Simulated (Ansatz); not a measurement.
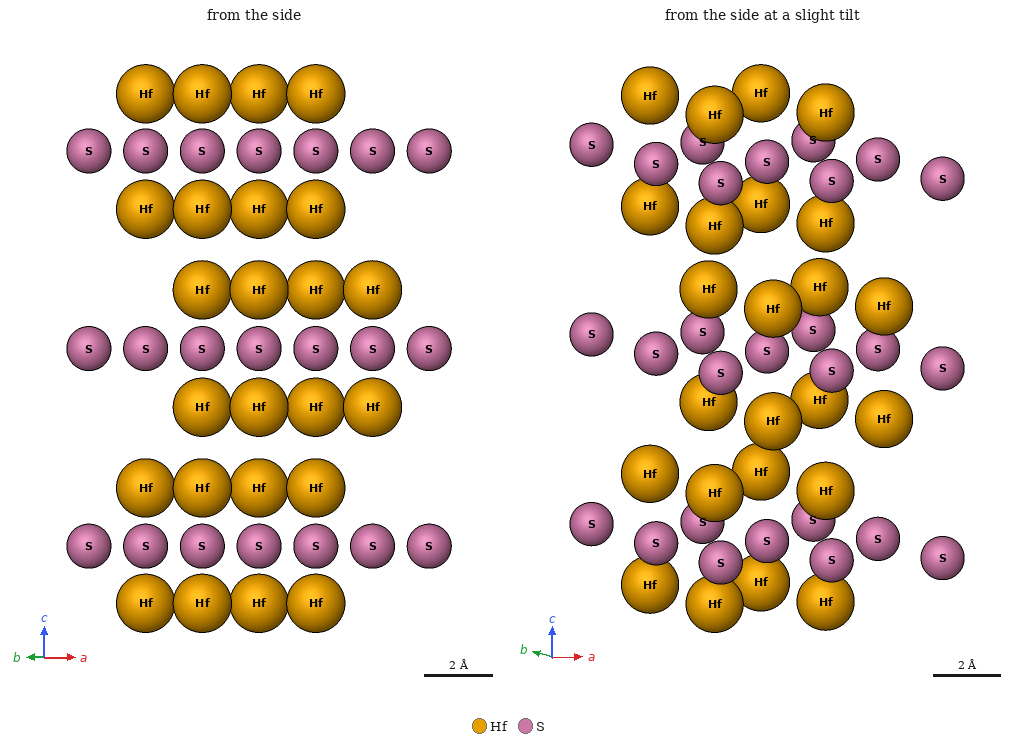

A spheres-only picture of a periodic slab, seen from the side and from the side at a slight tilt. The surface normal points up in side views; the vacuum is left out. 2×2 cells are drawn in the plane, with atoms at the edges repeated.

The cell holds 6 Hf, 3 S. The slab was cut from bulk Hf2S (P6_3/mmc).

### How is each face terminated?

The top face ends in Hf, the bottom face in Hf. The two faces are alike.

### What is the slab's thickness, atom centre to atom centre?

About 15 Å from the lowest to the highest atom.

### Go down through the slab and list the planes.

Nine planes: Hf / S / Hf / Hf / S / Hf / Hf / S / Hf.

### On which plane does the slab lie?

(0 0 1).

All computed values are from DFT PBEsol, scalar-relativistic, plane waves, PAW in Ansatz. Settings: a kinetic-energy cutoff of 420 eV, 12×12×1 k-mesh, Gaussian smearing of 0.1 eV, no spin polarisation.

### Predict the work functions of both surfaces.

4.47 eV on both faces.

Its origin is a structure listed in the Materials Project, from which a slab was cut. The atoms were relaxed in a fixed cell with DFT PBEsol, scalar-relativistic, plane waves, PAW (Ansatz 0.2.0).
